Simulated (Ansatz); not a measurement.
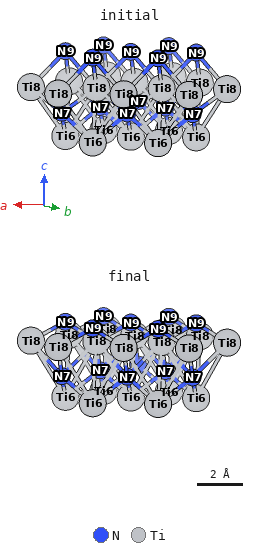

The structure of a slab of composition Ti$_{4}$N$_{5}$ (cut from the Fm-3m phase) before (top) and after (bottom) a constrained relaxation, at one scale.

The picture is a ball-and-stick view of the atoms within 5.0 Å of the atom that moves most (axes of the 2 × 3 repeat of the cell, outlined in the plane, without the vacuum), seen from a free direction.

Case: N put at a hollow Ti-Ti-Ti site. The slab is the (1 1 1) face of TiN with N on it. 4 atoms are held fixed.

The calculation used Ansatz, DFT PBEsol, scalar-relativistic, plane waves, PAW. Settings: plane-wave cutoff 420 eV; k-point mesh 12 × 12 × 1; occupations gaussian; smearing width 0.1 eV; no spin polarisation; dipole correction; atoms relaxed in a fixed cell; force threshold 0.03 eV/Å; at most 70 steps.

Question: Describe what moved and what it gained.

Answer: The atom that moves furthest is N9 (0.44 Å along the normal (−c)). By element the largest moves are N 0.44 Å, Ti 0.34 Å. The cell stays as it was. Among the contacts that change: Ti8–N9 2.319 → 1.885 Å, Ti6–Ti8 2.870 → 3.142 Å, N7–Ti8 2.017 → 2.282 Å, Ti6–N7 2.118 → 2.053 Å. Among the angles between lasting bonds that change: Ti8–N9–Ti8 79.7° → 104.1°, Ti8–N7–Ti8 95.0° → 81.3°, Ti6–N7–Ti8 87.9° → 92.7°. After 6 geometry steps the energy has fallen by 3.045 eV per cell of the calculation. Largest force component: 5.5 eV/Å at the start, 0.021 eV/Å at the end.

Limits of the set-up: the cell has an odd number of electrons but was run without spin polarisation; the periodic images lie only 3.0 Å apart, so the values are limited by the cell's size.
